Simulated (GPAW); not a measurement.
**zinc-blende (ZnSe)₁₋ₓ(CdSe)ₓ at x = 0: the Se K absorption edge**

Aim: the Se K edge in zinc-blende (ZnSe)₁₋ₓ(CdSe)ₓ at x = 0, one member of a composition series.

Calculated with GPAW 26.7.0; X-ray absorption from dipole matrix elements to empty bands, plane-wave PAW revPBE.

## Step 1: Set-up

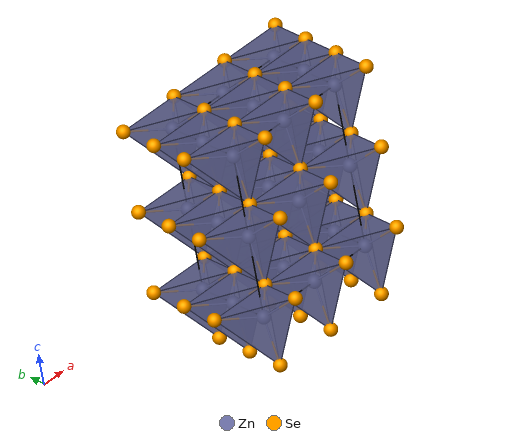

The cell as given, slightly off an axis (zinc blue, selenium orange). Some periodic images of atoms are drawn too.

Coordinates:

```xyz
16
Lattice="0.0000 5.6680 5.6680 5.6680 0.0000 5.6680 5.6680 5.6680 0.0000" Properties=species:S:1:pos:R:3 pbc="T T T"
Zn    0.0000    0.0000    0.0000
Se    1.4170    1.4170    1.4170
Zn    2.8340    2.8340    0.0000
Se    4.2510    4.2510    1.4170
Zn    2.8340    0.0000    2.8340
Se    4.2510    1.4170    4.2510
Zn    5.6680    2.8340    2.8340
Se    7.0850    4.2510    4.2510
Zn    0.0000    2.8340    2.8340
Se    1.4170    4.2510    4.2510
Zn    2.8340    5.6680    2.8340
Se    4.2510    7.0850    4.2510
Zn    8.5020    8.5020    5.6680
Se    4.2510    4.2510    7.0850
Zn    5.6680    5.6680    5.6680
Se    7.0850    7.0850    7.0850
```

## Step 2: Ground state of the crystal

The ground state comes first: it tells whether the system has a gap, which decides how the excited electron is treated.

scf.py reads:

```python
import numpy as np
from ase import Atoms
from ase.parallel import parprint, paropen
from gpaw import GPAW, PW, FermiDirac, Mixer, MixerDif, setup_paths
from gpaw.test import gen
setup_paths.insert(0, '.')
gen('Se', name='nch1s', xcname='revPBE', corehole=(1, 0, 0), write_xml=True)
from gpaw.mpi import world
world.barrier()

atoms = Atoms('ZnSeZnSeZnSeZnSeZnSeZnSeZnSeZnSe',
    cell=[[0, 5.668, 5.668],
     [5.668, 0, 5.668],
     [5.668, 5.668, 0]],
    scaled_positions=[[0, 0, 0],
     [0.125, 0.125, 0.125],
     [0, 0, 0.5],
     [0.125, 0.125, 0.625],
     [0, 0.5, 0],
     [0.125, 0.625, 0.125],
     [0, 0.5, 0.5],
     [0.125, 0.625, 0.625],
     [0.5, 0, 0],
     [0.625, 0.125, 0.125],
     [0.5, 0, 0.5],
     [0.625, 0.125, 0.625],
     [0.5, 0.5, 1],
     [0.625, 0.625, 0.125],
     [0.5, 0.5, 0.5],
     [0.625, 0.625, 0.625]],
    pbc=True)
atoms.calc = calc = GPAW(legacy_gpaw=True, mode=PW(400, force_complex_dtype=True), xc='revPBE', setups={1: 'nch1s'},
    kpts={'size': (4, 4, 4), 'gamma': True}, occupations=FermiDirac(0.05),
    charge=0, mixer=Mixer(0.1, 5, 50), maxiter=150,
    convergence={'density': 0.0001, 'eigenstates': 1e-6}, txt='scf.txt')
energy = atoms.get_potential_energy() + calc.get_reference_energy()
ef = calc.get_fermi_level()
out = dict(energy=energy, fermi=ef, forces=atoms.get_forces().tolist())
parprint(f'all-electron energy {energy:.4f} eV, Fermi level {ef:.4f} eV')
ev = np.array([[calc.get_eigenvalues(k, s) for k in range(len(calc.get_ibz_k_points()))] for s in range(calc.get_number_of_spins())])
out['homo'], out['lumo'], out['counts'] = ev[ev < ef].max(), ev[ev > ef].min(), sorted(set((ev < ef).sum((0, 2)).tolist()))
out['filled'] = (ev[:, 0] < ef).sum(1).tolist()
import json
with paropen('out.json', 'w') as f:
    json.dump(out, f)
```

Started as:

```sh
> OMP_NUM_THREADS=1 mpirun -n 4 gpaw python scf.py
```

Numbers of over 12 decimals in the logs are rounded to 6 here.

Output:

```text
Input parameters:
  convergence: {density: 0.0001,
                eigenstates: 1e-06}
  kpts: {gamma: True,
         size: (4, 4, 4)}
  maxiter: 150
  mixer: {backend: pulay,
          beta: 0.1,
          method: separate,
          nmaxold: 5,
          weight: 50}
  mode: {ecut: 400.0,
         force_complex_dtype: True,
         name: pw}
  occupations: {fixmagmom: False,
                name: fermi-dirac,
                width: 0.05}
  setups: {1: nch1s}
  xc: revPBE

Initialize ...

[... PAW data sets ...]

Reference energy: -919788.982972  # eV

Spin-paired calculation

[... convergence settings ...]
Symmetries present (total): 6
  [... symmetry matrices ...]

64 k-points: 4 x 4 x 4 Monkhorst-Pack grid + [1/8,1/8,1/8]
13 k-points in the irreducible part of the Brillouin zone
       k-points in crystal coordinates                weights
   0:     0.00000000    0.00000000    0.00000000          1/64
   1:     0.25000000    0.00000000   -0.25000000          6/64
   2:     0.25000000    0.00000000    0.00000000          6/64
   3:     0.25000000    0.25000000   -0.25000000          6/64
   4:     0.25000000    0.25000000    0.00000000          6/64
   5:     0.25000000    0.25000000    0.25000000          2/64
   6:     0.50000000    0.00000000    0.00000000          3/64
   7:     0.50000000    0.25000000   -0.25000000          6/64
   8:     0.50000000    0.25000000    0.00000000         12/64
   9:     0.50000000    0.25000000    0.25000000          6/64
          ...
  12:     0.50000000    0.50000000    0.50000000          1/64

Wave functions: Plane wave expansion
  Cutoff energy: 400.000 eV
  Number of coefficients (min, max): 6586, 6652
  Pulay-stress correction: 0.000000 eV/Ang^3 (de/decut=0.000000)
  Using FFTW library
  Wavefunction extrapolation:
    Improved wavefunction reuse through dual PAW basis

Occupation numbers: Fermi-Dirac:
  width: 0.0500  # eV

Eigensolver
   Davidson(niter=2)

Densities:
  Coarse grid: 40*40*40 grid
  Fine grid: 80*80*80 grid
  Total Charge: 0.000000

Density mixing:
  Method: separate
  Backend: pulay
  Linear mixing parameter: 0.1
  old densities: 5
  Width of damping distribution: 1.1
  Damping of long wavelength oscillations: 50

[... Hamiltonian set-up ...]
Number of atoms: 16
Number of atomic orbitals: 104
Number of bands in calculation: 91
Number of valence electrons: 144
Bands to converge: occupied

... initialized

Initializing position-dependent things.

Density initialized from atomic densities
Creating initial wave functions:
  91 bands from LCAO basis set

                             Se
                                  Zn
                    Se   Zn
                      Se

             Se             Se
                  Zn
                   Se
         Zn            Zn
                    Se
            SeZn
                Zn

       Zn

Atomic positions and initial magnetic moments

Positions:
   0 Zn     0.000000    0.000000    0.000000    ( 0.0000,  0.0000,  0.0000)
   1 Se     1.417000    1.417000    1.417000    ( 0.0000,  0.0000,  0.0000)
   2 Zn     2.834000    2.834000    0.000000    ( 0.0000,  0.0000,  0.0000)
   3 Se     4.251000    4.251000    1.417000    ( 0.0000,  0.0000,  0.0000)
   4 Zn     2.834000    0.000000    2.834000    ( 0.0000,  0.0000,  0.0000)
   5 Se     4.251000    1.417000    4.251000    ( 0.0000,  0.0000,  0.0000)
   6 Zn     5.668000    2.834000    2.834000    ( 0.0000,  0.0000,  0.0000)
[...]
13 Se     4.251000    4.251000    7.085000    ( 0.0000,  0.0000,  0.0000)
  14 Zn     5.668000    5.668000    5.668000    ( 0.0000,  0.0000,  0.0000)
  15 Se     7.085000    7.085000    7.085000    ( 0.0000,  0.0000,  0.0000)

Unit cell:
           periodic     x           y           z      points  spacing
  1. axis:    yes    0.000000    5.668000    5.668000    40     0.1636
  2. axis:    yes    5.668000    0.000000    5.668000    40     0.1636
  3. axis:    yes    5.668000    5.668000    0.000000    40     0.1636

  Lengths:   8.015762   8.015762   8.015762
  Angles:   60.000000  60.000000  60.000000

Effective grid spacing dv^(1/3) = 0.1785

iter:   1   -44.196735
iter:   2   -44.398533   -0.35  -1.22
iter:   3   -43.473551   -1.12  -1.28
iter:   4   -43.624170   -1.63  -1.61
iter:   5   -44.325206   -1.22  -1.71
iter:   6   -43.754423   -2.21  -1.92
iter:   7   -43.712728   -2.71  -2.33
iter:   8   -43.584350   -1.88  -2.41
iter:   9   -43.574955   -3.23  -2.72
iter:  10   -43.575134c  -3.91  -3.30
iter:  11   -43.582632c  -3.37  -3.32
iter:  12   -43.575875c  -4.00  -3.13
iter:  13   -43.575282c  -4.08  -3.55
iter:  14   -43.575314c  -5.18  -3.97
iter:  15   -43.575655c  -4.86  -3.93
iter:  16   -43.575439c  -5.92  -3.70
iter:  17   -43.575307c  -5.40  -3.80
iter:  18   -43.575295c  -5.80  -3.98
iter:  19   -43.575315c  -6.13c -4.12c

Converged after 19 iterations.

Dipole moment: (-28.751559, -28.751559, -28.751559) |e|*Ang

Energy contributions relative to reference atoms: (reference = -919788.982972)

Kinetic:       +115.419007
Potential:      -97.550944
External:        +0.000000
XC:             -60.699273
Entropy (-ST):   -0.000000
Local:           -0.744106
SIC:             +0.000000
--------------------------
Free energy:    -43.575315
Extrapolated:   -43.575315

Showing only first 2 kpts
 Kpt  Band  Eigenvalues  Occupancy
  0    70      3.95303    2.00000
  0    71      3.95303    2.00000
  0    72      5.37043    0.00000
  0    73      6.59290    0.00000

  1    70      3.07611    2.00000
  1    71      3.75099    2.00000
  1    72      7.11639    0.00000
  1    73      7.46334    0.00000

Fermi level: 4.69640

Gap: 1.417 eV
Transition (v -> c):
  (s=0, k=0, n=71, [0.00, 0.00, 0.00]) -> (s=0, k=0, n=72, [0.00, 0.00, 0.00])
No difference between direct/indirect transitions

Forces in eV/Ang:
  0 Zn   -0.00005   -0.00005   -0.00005
  1 Se    0.00003    0.00003    0.00003
  2 Zn   -0.00004   -0.00004   -0.00005
  3 Se   -0.00006   -0.00006    0.00002
  4 Zn   -0.00004   -0.00005   -0.00004
  5 Se   -0.00006    0.00002   -0.00006
  6 Zn   -0.00002   -0.00005   -0.00005
[...]
13 Se   -0.00009   -0.00009    0.00007
 14 Zn   -0.00003   -0.00003   -0.00003
 15 Se    0.00006    0.00006    0.00006
Scalar-relativistic atomic revPBE calculation for Se (Selenium, Z=34)
Core hole in 1s state (1s occupation: 2.0)
600 radial gridpoints.
|------------------------------------------------|
|------------------------------------------------|
[... the atom generator's iteration count ...]

Energy contributions:
-------------------------
Kinetic:    +2477.971916
XC:           -87.964052
Potential:  -4819.436766
-------------------------
Total:      -2429.428902

state      eigenvalue         ekin         rmax
-----------------------------------------------
1s^2.0 :  -459.271306   587.321016        0.029
2s^2.0 :   -59.039756   114.360491        0.164
2p^6.0 :   -51.947080   111.146233        0.132
3s^2.0 :    -7.844713    26.896934        0.502
3p^6.0 :    -5.622153    24.298796        0.500
3d^10.0:    -1.950171    19.203184        0.453
4s^2.0 :    -0.632740     3.600676        1.515
4p^4.0 :    -0.237876     2.227917        1.813
-----------------------------------------------
(units: Bohr and Hartree)

Generating PAW setup
Kinetic energy of the core from tauc = 2492.509997644636
Cutoffs:
rc(s)=1.600
rc(p)=1.900
rc(d)=1.600
rc(vbar)=1.440
rc(comp)=1.600
rc(nct)=1.900

Kinetic energy of the core states: 2461.858897
Charge: 0.0
Core electrons: 28.0
Valence electrons: 6.0
Pseudo-core charge: 1.075173
Shape function alpha=3.906
Pseudo-electron charge 7.361945
state    eigenvalue         norm
--------------------------------
4s(2) :    -0.632740     1.089437
*s    :     0.367260
4p(4) :    -0.237876     1.026974
*p    :     0.762124
*d    :     0.000000
--------------------------------

Diagonalizing with gridspacing h=0.050

state   all-electron     PAW
-------------------------------
4s:      -0.632740    -0.633239
4p:      -0.237876    -0.238247
*d:                    0.036915
*f:                    0.071179
-------------------------------
all-electron energy -919832.5583 eV, Fermi level 4.6964 eV
```

Elapsed: 1.9 min, on 4 MPI ranks of Arm Neoverse V1, shared host; peak memory 0.37 GiB.

The mesh shows a gap of 1.42 eV. The excited electron is kept all the same, so that all members of the series, with or without a gap, are treated alike.

## Step 3: Reference energy of the cell

The photon energy needs a difference of total energies, so the cell and mesh of the coming hole run are first run without a hole.

scf.py: that of step 2 with these lines changed.

```diff
@@ -26,3 +26,3 @@
      [0.625, 0.125, 0.625],
-     [0.5, 0.5, 1],
+     [0.5, 0.5, 0],
      [0.625, 0.625, 0.125],
@@ -32,3 +32,3 @@
 atoms.calc = calc = GPAW(legacy_gpaw=True, mode=PW(400, force_complex_dtype=True), xc='revPBE', setups={1: 'nch1s'},
-    kpts={'size': (4, 4, 4), 'gamma': True}, occupations=FermiDirac(0.05),
+    kpts={'size': (3, 3, 3), 'gamma': True}, occupations=FermiDirac(0.02),
     charge=0, mixer=Mixer(0.1, 5, 50), maxiter=150,
```

Output:

```text
Input parameters:
  convergence: {density: 0.0001,
                eigenstates: 1e-06}
  kpts: {gamma: True,
         size: (3, 3, 3)}
  maxiter: 150
  mixer: {backend: pulay,
          beta: 0.1,
          method: separate,
          nmaxold: 5,
          weight: 50}
  mode: {ecut: 400.0,
         force_complex_dtype: True,
         name: pw}
  occupations: {fixmagmom: False,
                name: fermi-dirac,
[...]
4s(2) :    -0.632740     1.089437
*s    :     0.367260
4p(4) :    -0.237876     1.026974
*p    :     0.762124
*d    :     0.000000
--------------------------------

Diagonalizing with gridspacing h=0.050

state   all-electron     PAW
-------------------------------
4s:      -0.632740    -0.633239
4p:      -0.237876    -0.238247
*d:                    0.036915
*f:                    0.071179
-------------------------------
all-electron energy -919832.5173 eV, Fermi level 4.4215 eV
[key lines of the parts left out:]
Converged after 15 iterations.
Dipole moment: (-28.738285, -28.738285, -28.738285) |e|*Ang
Free energy:    -43.534289
Fermi level: 4.42150
```

The job ended after 41 s (4 MPI ranks; peak memory 0.28 GiB; 2.7 min of CPU time).

Reference energy: -919832.517 eV with the cores included.

(Part 1 of 2 ends here.)

[Banner, clock and machine lines of the logs are left out without a mark of their own.]

[Logs are printed without paths, hosts, clocks, repeated set-up lines and the standing remarks that a program may print on its own settings, such as how far it seeks lower states.]

[Hosts, paths, dates, database ids (printed as entryN), source tags and the programs' standing remarks are cut or masked in the printed files.]

[Lists of maxima count a maximum above −3 eV only where it reaches 4 % of the highest in the window and stands out from its surroundings by 2 % of it (1.5 % where it reaches 55 %); shoulders and weaker maxima are passed over, and of the rest the first, up to two pre-edge ones and the few strongest are named.]
